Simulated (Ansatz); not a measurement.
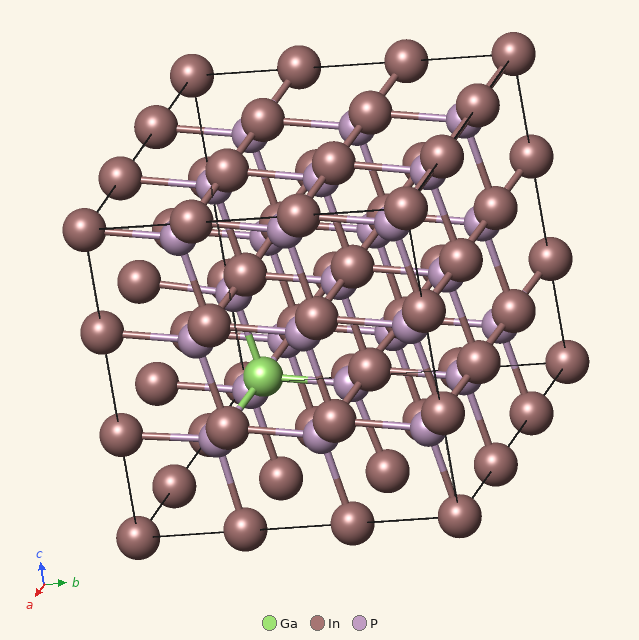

The structure above is drawn in ball-and-stick style and viewed slightly off an axis. The parallelepiped is the simulation cell. Cell: a = 12.643 Å, b = 12.643 Å, c = 12.643 Å, α = 60.00°, β = 60.00°, γ = 60.00°.

What can be read from this drawing?

The material is In26GaP27. Space group: F-43m (No. 216). Lattice: face-centred cubic. In the cell are 26 In, 1 Ga, 27 P, which makes 1 formula unit. Around each Ga lie four P in a tetrahedral arrangement at about 2.4 Å. Each In atom has four P in a tetrahedral arrangement at about 2.6 Å around it. The coordination, counted out to bonding distance, is P 4. The bonds build a three-dimensional framework.

Provenance: a structure listed in the Materials Project, repeated into a supercell with a point defect put in. The atoms were relaxed in a fixed cell with Ansatz, DFT PBE, scalar-relativistic, plane waves, PAW.
